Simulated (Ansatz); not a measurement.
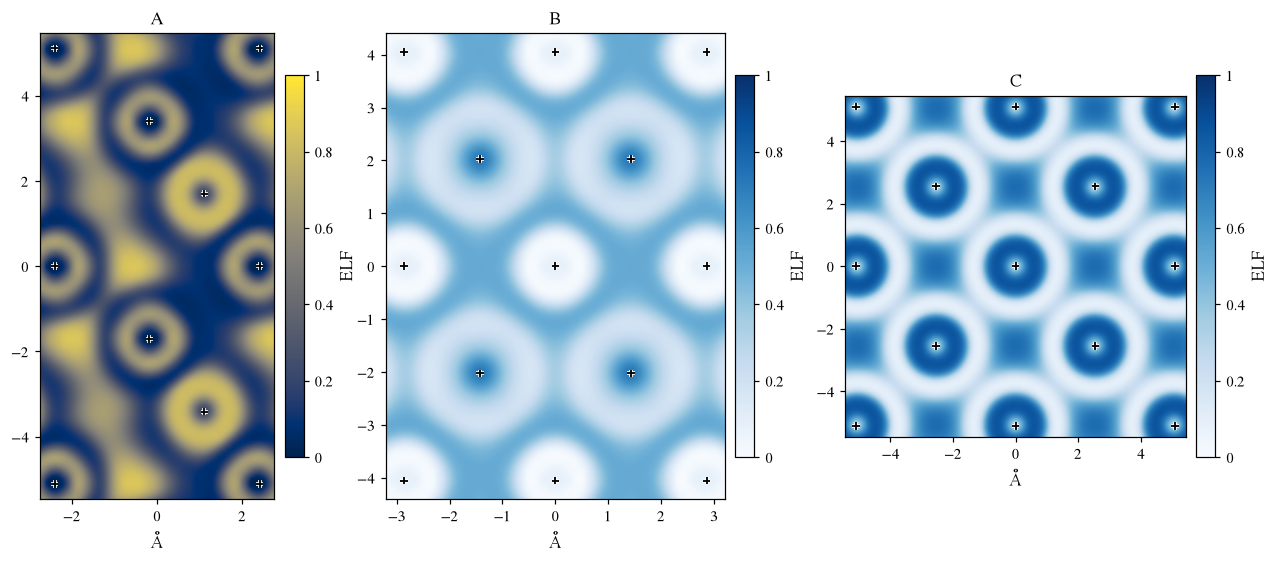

The electron localisation function of 3 systems, each on a plane through atoms (crosses mark nuclei in the plane).

Level of theory: DFT r2SCAN, scalar-relativistic, plane waves, PAW (Ansatz 0.2.0).

System 1: Ti₂O, the (110) plane of the conventional cell. Space group P-3m1; changed on purpose from its base cell (all atoms moved at random, sigma 0.15 A a component; relaxed back); computed without spin polarisation.

```xyz
3
Lattice="2.9524 -0.0002 0.0000 -1.4764 2.5574 0.0001 0.0001 0.0002 4.8111" Properties=species:S:1:pos:R:3 pbc="T T T"
Ti    1.4759    0.8521    1.2932
Ti    0.0001    1.7053    3.5179
O     0.0000    0.0000    0.0000
```

System 2: Y, the (001) plane of the conventional cell. Space group Fm-3m; computed without spin polarisation.

```
CELL_PARAMETERS angstrom
5.10090 0.00000 0.00000
0.00000 5.10090 0.00000
0.00000 0.00000 5.10090
ATOMIC_POSITIONS crystal
Y 0.00000 0.00000 0.00000
Y 0.50000 0.50000 0.00000
Y 0.50000 0.00000 0.50000
Y 0.00000 0.50000 0.50000
```

System 3: AlNi, the (011) plane of the standardised cell. Space group P4/mmm; a structure from a database of computed crystals, not necessarily the ambient phase; computed without spin polarisation.

> Match each panel to its system.

Panel A is system 1, Ti₂O: the plane holds Ti and O. Ti–O (2.14 Å): the ELF peaks at about 0.80 in the valence shell of O, 0.6 Å from its nucleus, and is about 0.10 at the midpoint; no localised pair shows between them. Panel B is system 3, AlNi: the plane holds Al and Ni. Al–Ni (2.48 Å): the ELF is about 0.40 at the midpoint. Panel C is system 2, Y: the plane holds Y. Y–Y (3.61 Å): the ELF is about 0.25 at the midpoint (no shared electron pair shows on this line).
